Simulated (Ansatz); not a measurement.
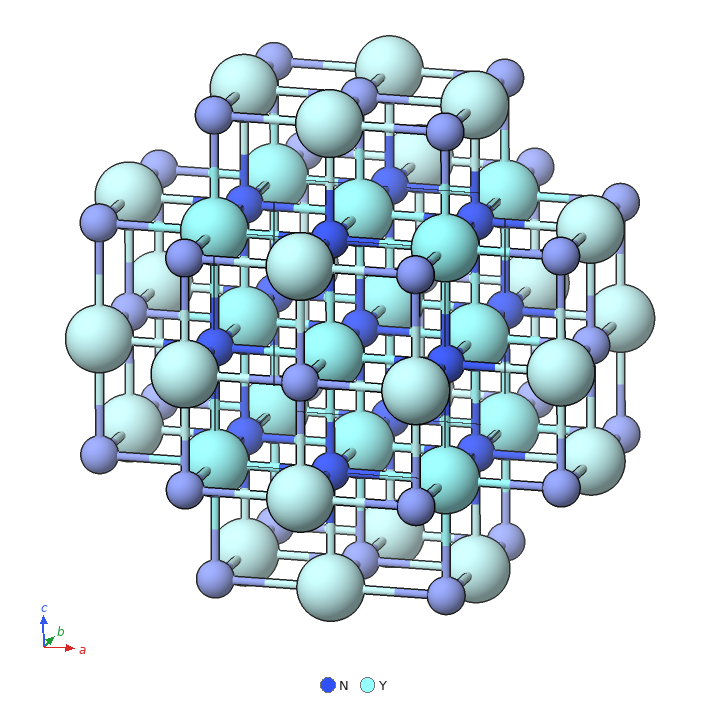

The figure gives a ball-and-stick picture of the atoms, viewed slightly off an axis. The parallelepiped is the drawn cell (a repeat of the simulation cell). Every bond is drawn to its end, so some atoms lie outside the box, in fainter colours.

YN, a = 4.921 Å, b = 4.921 Å, c = 4.921 Å, α = 90.55°, β = 90.55°, γ = 90.55°. Strictly the space group is R-3m (No. 166, within 0.01 Å). It is a distorted form of a face-centred cubic structure, space group Fm-3m (No. 225) within 0.25 Å: rock salt (NaCl type). The starting point was a structure type filled with these elements by a generator (whether the compound takes this form wasn't checked). The cell was then strained or its atoms displaced on purpose. An electronic-structure calculation with Ansatz was run on it.

This one geometry was computed with Ansatz (DFT, plane waves, PAW) at four levels of theory: r2SCAN, PBE, r2SCAN with spin-orbit coupling and HSE06. It was relaxed with r2SCAN and then strained.

Which level gives the highest pressure at this volume, and what does that say about its equilibrium volume?

Answer. Highest: PBE (-1.4 GPa), which points to the largest equilibrium volume. Lowest, with the smallest volume: HSE06 (-3.9 GPa). Levels within 0.5 GPa of each other can't be told apart.

How does the band gap change with the level of theory?

Answer. PBE: a gap of 0.18 eV, indirect; r2SCAN with spin-orbit coupling: a gap of 0.56 eV, indirect; r2SCAN: a gap of 0.56 eV, indirect; HSE06: a gap of 1.07 eV, indirect.

Collect the results in a table.

Answer.
| level | cutoff (eV) | k-mesh of the run's cell | gap (eV) | pressure (GPa) |
| --- | --- | --- | --- | --- |
| r2SCAN | 500 | 10×10×10 | 0.56 | -2.6 |
| PBE | 420 | 10×10×10 | 0.18 | -1.4 |
| r2SCAN with spin-orbit coupling | 500 | 10×10×10 | 0.56 | -2.6 |
| HSE06 | 420 | 6×6×6 | 1.07 | -3.9 |

Gaps are taken on the k-mesh or band path of each run.
